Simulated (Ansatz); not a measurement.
**B₃N: a changed input and its effect**

System: B₃N (8 atoms in the cell).
Method of run A: DFT PBE, scalar-relativistic, plane waves, PAW, no spin polarisation (Ansatz 0.2.0).

The structure was made by swapping elements on the sites of another compound; it need not be a known phase. Text and figures count atoms from 1; the logs count them from 0 in places.

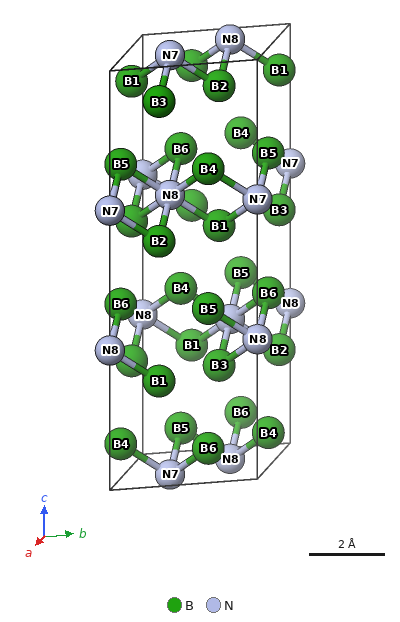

The structure (ball-and-stick view of the cell 3 times as large as that of the calculation, set on its symmetry axes, seen slightly off an axis; atoms are numbered from 1 in the order of the input). Near neighbours in the crystal (not all of them lie inside the picture): B has 2 N at 1.67 Å; N has 6 B at 1.67 Å.

## Input, run A
```yaml
crystal:
  lattice:
    - [2.06704119, 1.1934067875, 3.8379311225]
    - [-2.06704119, 1.1934067875, 3.8379311225]
    - [0.0, -2.386813575, 3.8379311225]
  atoms:
    - { symbol: B, position: [0.082, 0.4153, 0.7487] }
    - { symbol: B, position: [0.7487, 0.082, 0.4153] }
    - { symbol: B, position: [0.4153, 0.7487, 0.082] }
    - { symbol: B, position: [0.918, 0.5847, 0.2513] }
    - { symbol: B, position: [0.2513, 0.918, 0.5847] }
    - { symbol: B, position: [0.5847, 0.2513, 0.918] }
    - { symbol: "N", position: [0.3333, 0.3333, 0.3333] }
    - { symbol: "N", position: [0.6667, 0.6667, 0.6667] }
basis:
  ecutwfc: 420
kpoints:
  mp_grid: { grid: [6, 6, 6] }
hamiltonian:
  xc: pbe
scf:
  occupations: { method: gaussian, width: 0.1 }
  lower_state_search: "off"
output:
  forces: true
  stress: true
  eigenvalues: true
```

Launched with:
```bash
ansatz run input.yaml --threads 1 --pin off --max-ram 2560MiB --backend cpu --events-out ev --progress --plain --runs-dir out
```

Hardware: 1 thread of Intel Xeon @ 2.50GHz (Skylake/Cascade Lake), 256 GiB of memory available, shared host.

## Output, shortened to warnings, some set-up lines, iterations and results (run A)
```
Basis set: ecut = 420 eV, 1123 PW (Γ), exchange–correlation on 64×64×64 points (8 copies of the dense FFT grid, shifted against one another)
Symmetry: 6 space group operations
k-points: 40 of 216
Initial density: superposition of atomic densities (neutral atoms: chi_scale 0, normalization atom), corrected by the library's trained network
[...]
SCF iter   1: F=—  HF=-1689.566591 eV  |F-HF|=—  |Δ(HF+E_count)|=         —  Δρ=9.29e-3  dr2=4.54e-2  ethr=1.77e-3  ⟨swp⟩=4.8  Hψ=4058  notcnv=0  defer=2
SCF iter   2: F=—  HF=-1689.561539 eV  |F-HF|=—  |Δ(HF+E_count)|=   5.05e-3  Δρ=5.41e-3  dr2=1.52e-2  ethr=1.62e-4  ⟨swp⟩=1.0  Hψ=1200  notcnv=0  defer=6
SCF iter   3: F=—  HF=-1689.558742 eV  |F-HF|=—  |Δ(HF+E_count)|=   2.80e-3  Δρ=9.63e-4  dr2=4.75e-4  ethr=5.43e-5  ⟨swp⟩=2.5  Hψ=1196  notcnv=0  defer=6
SCF iter   4: F=—  HF=-1689.558670 eV  |F-HF|=—  |Δ(HF+E_count)|=   7.19e-5  Δρ=3.44e-4  dr2=4.69e-5  ethr=1.70e-6  ⟨swp⟩=2.3  Hψ=1334  notcnv=0  defer=6
SCF iter   5: F=—  HF=-1689.558676 eV  |F-HF|=—  |Δ(HF+E_count)|=   6.11e-6  Δρ=3.85e-5  dr2=6.84e-7  ethr=1.67e-7  ⟨swp⟩=2.0  Hψ=1233  notcnv=0  defer=6
SCF iter   6: F=-1689.558677 eV  HF=-1689.558677 eV  |F-HF|=1.91e-9  |Δ(HF+E_count)|=   6.69e-8  Δρ=7.35e-6  dr2=3.07e-8  ethr=3.57e-10  ⟨swp⟩=8.3  Hψ=3916  notcnv=0
SCF 1 converged in 6 iterations: F = -1689.558677 eV  dr2 = 3.07e-8
SCF converged after 6 iterations
Free energy (F): -1689.558677 eV
Harris-Foulkes:  -1689.558677 eV  (|F-HF|=1.91e-9)
Internal energy: -1689.546335 eV  (E = F + TS)
E sigma→0 (E₀):  -1689.552506 eV
Entropy (-TS):   -0.012341 eV (-1.543 meV/atom)
Fermi energy:    12.022456 eV
--- Per-component energies (eV) ---
  E_band       = 69.111757
  E_kinetic    = 531.818257
  E_local      = -565.966097  (includes V_loc(G=0)·N_el)
  E_nonlocal   = 163.032050
  E_hartree    = 182.992509
  E_xc         = -305.791706
  E_vxc        = -372.953540  (∫ρ·V_xc dr)
  E_paw        = -724.414644  (= ΣΔE_a)
  E_vpaw       = -52.802404  (= ΣTr[D̂ρ^β])
  E_aug_tail   = 0.000183  (compensation charges beyond the density's cutoff)
  E_ewald      = -971.216888
  E_smearing   = -0.012341  (= −TS)
  E_closure    = 0.000000  (closes the sum)
  Σ components = -1689.558677   (vs F -1689.558677, Δ=0.00e0)
--- Forces (eV/Å), atoms counted from 1 ---
  atom   1  B      1.42020137    -1.60745170     3.66601280
  atom   2  B      0.68199333     2.03365632     3.66601280
  atom   3  B     -2.10219470    -0.42620461     3.66601280
  atom   4  B     -1.42020137     1.60745170    -3.66601280
  atom   5  B     -0.68199333    -2.03365632    -3.66601280
  atom   6  B      2.10219470     0.42620461    -3.66601280
  atom   7  N      0.00000000     0.00000000    -0.37516949
  atom   8  N     -0.00000000    -0.00000000     0.37516949
  max |Σ_I F_I| component: 8.88e-16 eV/Å
--- Stress (GPa, compression-positive) ---
       -1.906565       0.000000       0.000000
       -0.000000      -1.906565      -0.000000
        0.000000      -0.000000     -24.843979
  P = ⅓ Tr σ = -9.5524 GPa (-95.524 kbar)
```

For run B the input was changed thus:
```diff
-    - { symbol: "N", position: [0.3333, 0.3333, 0.3333] }
-    - { symbol: "N", position: [0.6667, 0.6667, 0.6667] }
+    - { symbol: "N", position: [0.3333, 0.3333, 0.3333], spin: 1.0 }
+    - { symbol: "N", position: [0.6667, 0.6667, 0.6667], spin: 1.0 }
+  populations: true
+magnetization:
+  spin_polarized: true
```

Predict how the results change.

The energy is the same within 0.01 meV per atom. With spin allowed, the absolute moment of the cell comes to 0.00 μB. The SCF takes 15 iterations against 6. On the same kind of shared host run B took about 4 times as long. The two runs start from different initial densities, which also moves the count.

## Output, shortened to warnings, some set-up lines, iterations and results (run B)
```
WARN: the starting moments were not kept: the SCF closed with an absolute magnetisation of 4.2e-6 μB, where they sum to 2 μB in size (2 sites). That is at most 0.1 of that sum. Measured as dr2_m measures the in/out step, that magnetisation stands 1.5e-12 eV from none, at or under the dr2_threshold of 1.0e-7 eV: it is no larger than a step whose dr2_m would equal this threshold. The system may …
Basis set: ecut = 420 eV, 1123 PW (Γ), exchange–correlation on 64×64×64 points (8 copies of the dense FFT grid, shifted against one another)
Symmetry: 6 space group operations
k-points: 40 of 216
Initial density: superposition of atomic densities (chi_scale 0.1, normalization cell, long waves kept (reshape's long-wave potential 0.06 eV rms))
[...]
SCF iter   1: F=—  HF=-1689.573374 eV  |F-HF|=—  |Δ(HF+E_count)|=         —  Δρ=6.03e-2 (↑3.57e-2 ↓6.03e-2)  dr2=1.90e0  dr2_m=7.74e-1  M=0.216 μB ∫|m|=0.369 μB  β_m=0.30  …
SCF iter   2: F=—  HF=-1689.511204 eV  |F-HF|=—  |Δ(HF+E_count)|=   6.22e-2  Δρ=4.08e-2 (↑2.93e-2 ↓4.08e-2)  dr2=8.96e-1  dr2_m=4.37e-1  M=0.164 μB ∫|m|=0.290 μB  β_m=0.30  …
SCF iter   3: F=—  HF=-1689.441454 eV  |F-HF|=—  |Δ(HF+E_count)|=   6.98e-2  Δρ=2.65e-2 (↑2.65e-2 ↓1.99e-2)  dr2=1.87e-1  dr2_m=2.49e-1  M=0.137 μB ∫|m|=0.231 μB  β_m=0.30  …
SCF iter   4: F=—  HF=-1689.472128 eV  |F-HF|=—  |Δ(HF+E_count)|=   3.07e-2  Δρ=1.65e-2 (↑1.65e-2 ↓1.65e-2)  dr2=3.33e-3  dr2_m=1.40e-1  M=0.124 μB ∫|m|=0.187 μB  β_m=0.30  …
SCF iter   5: F=—  HF=-1689.508861 eV  |F-HF|=—  |Δ(HF+E_count)|=   3.67e-2  Δρ=1.27e-2 (↑1.24e-2 ↓1.27e-2)  dr2=1.89e-3  dr2_m=8.12e-2  M=0.095 μB ∫|m|=0.150 μB  β_m=0.30  …
[... 6 lines ...]
SCF iter  12: F=-1689.558677 eV  HF=-1689.558676 eV  |F-HF|=3.77e-8  |Δ(HF+E_count)|=   1.57e-7  Δρ=7.74e-6 (↑7.74e-6 ↓7.63e-6)  dr2=1.40e-8  dr2_m=2.67e-8  M=0.000 μB …
SCF iter  13: F=-1689.558677 eV  HF=-1689.558677 eV  |F-HF|=3.20e-9  |Δ(HF+E_count)|=   7.64e-8  Δρ=2.01e-6 (↑2.01e-6 ↓1.95e-6)  dr2=3.78e-10  dr2_m=1.94e-9  M=0.000 μB …
SCF iter  14: F=-1689.558677 eV  HF=-1689.558677 eV  |F-HF|=8.62e-11  |Δ(HF+E_count)|=   6.04e-9  Δρ=3.25e-7 (↑3.25e-7 ↓3.12e-7)  dr2=3.10e-12  dr2_m=5.19e-11  M=0.000 μB …
SCF iter  15: F=-1689.558677 eV  HF=-1689.558677 eV  |F-HF|=3.18e-12  |Δ(HF+E_count)|=  1.63e-10  Δρ=5.88e-8 (↑5.88e-8 ↓5.81e-8)  dr2=1.38e-14  dr2_m=1.78e-12  M=0.000 μB …
SCF 1 converged in 15 iterations: F = -1689.558677 eV  dr2 = 1.38e-14
SCF converged after 15 iterations
Magnetization: 0.0000 μB (14.0000 up, 14.0000 down)
Absolute magnetization: 0.0000 μB (∫|ρ↑−ρ↓|, with the PAW one-centre terms)
Spin contamination: 0.0000 ħ² per cell (⟨S²⟩ above its minimum at these occupations)
Per-site moments (μB) at R_I (Å): [(2.9386856565011616e-7, 0.6889871923433606), (2.9386856563611693e-7, 0.6889871923433606), (2.938685656281767e-7, 0.6889871923433605), (2.938685656384983e-7, 0.6889871923433601), (2.9386856563580295e-7, 0.6889871923433603), (2.9386856562459755e-7, …
Free energy (F): -1689.558677 eV
Harris-Foulkes:  -1689.558677 eV  (|F-HF|=3.18e-12)
Internal energy: -1689.546336 eV  (E = F + TS)
E sigma→0 (E₀):  -1689.552506 eV
Entropy (-TS):   -0.012341 eV (-1.543 meV/atom)
Fermi energy:    12.022471 eV
--- Per-component energies (eV) ---
  E_band       = 69.112445
  E_kinetic    = 531.817818
  E_local      = -565.964576  (includes V_loc(G=0)·N_el)
  E_nonlocal   = 163.031864
  E_hartree    = 182.991466
  E_xc         = -305.791635
  E_vxc        = -372.953450  (∫ρ·V_xc dr)
  E_paw        = -724.414568  (= ΣΔE_a)
  E_vpaw       = -52.802325  (= ΣTr[D̂ρ^β])
  E_aug_tail   = 0.000183  (compensation charges beyond the density's cutoff)
  E_ewald      = -971.216888
  E_smearing   = -0.012341  (= −TS)
  E_closure    = -0.000000  (closes the sum)
  Σ components = -1689.558677   (vs F -1689.558677, Δ=0.00e0)
--- Forces (eV/Å), atoms counted from 1 ---
  atom   1  B      1.42022054    -1.60743216     3.66604779
  atom   2  B      0.68196681     2.03366315     3.66604779
  atom   3  B     -2.10218736    -0.42623099     3.66604779
  atom   4  B     -1.42022054     1.60743216    -3.66604779
  atom   5  B     -0.68196681    -2.03366315    -3.66604779
  atom   6  B      2.10218736     0.42623099    -3.66604779
  atom   7  N      0.00000000     0.00000000    -0.37515328
  atom   8  N     -0.00000000    -0.00000000     0.37515328
  max |Σ_I F_I| component: 4.44e-16 eV/Å
--- Stress (GPa, compression-positive) ---
       -1.906396      -0.000000       0.000000
        0.000000      -1.906396      -0.000000
       -0.000000      -0.000000     -24.843820
  P = ⅓ Tr σ = -9.5522 GPa (-95.522 kbar)
--- Löwdin populations: 8 sites ---
  site symbol       q [e]    m [muB]
     0      B      2.8821     0.0000
     1      B      2.8821     0.0000
     2      B      2.8821     0.0000
     3      B      2.8821     0.0000
     4      B      2.8821     0.0000
     5      B      2.8821     0.0000
     6      N      5.2730    -0.0000
     7      N      5.2730    -0.0000
  spilling = 0.005760 (of n_electrons = 28.000000)
```

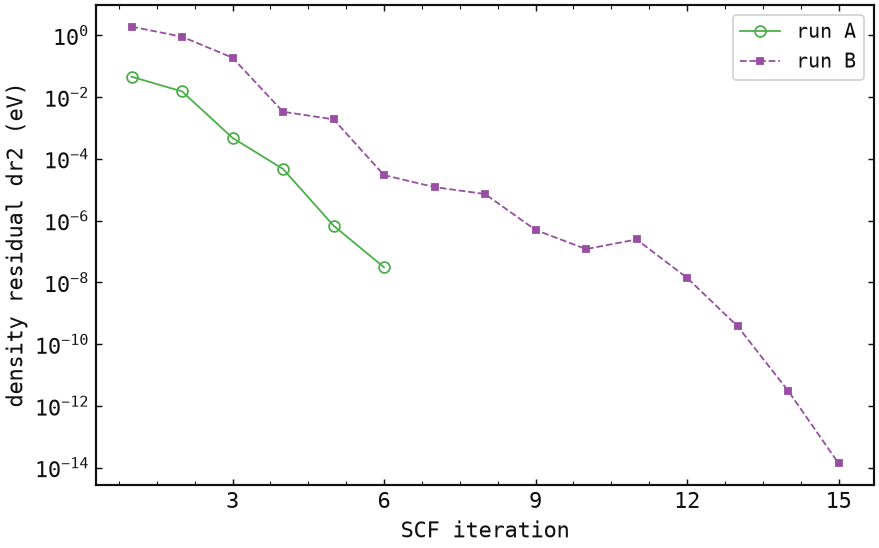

Convergence of the two runs: density residual dr2 against the SCF iteration. Run A takes 6 iterations in all, and run B takes 15.

## The two runs side by side

```csv
quantity,run A,run B
outcome,converged,converged
free energy per atom (eV),−211.1948,−211.1948
"energy per atom, smearing taken to zero (eV)",−211.1941,−211.1941
gap on the mesh (eV),0.00,0.00
pressure (GPa),−9.55,−9.55
largest force (eV/Å),4.247,4.247
SCF iterations,6,15
irreducible k-points,40,40
plane waves at Γ,1123,1123
net moment of the cell (μB),–,0.00
absolute moment of the cell (μB),–,0.00
wall time (shared host),3.8 s,15 s
```

For run B: Warnings: some starting moments were not kept.
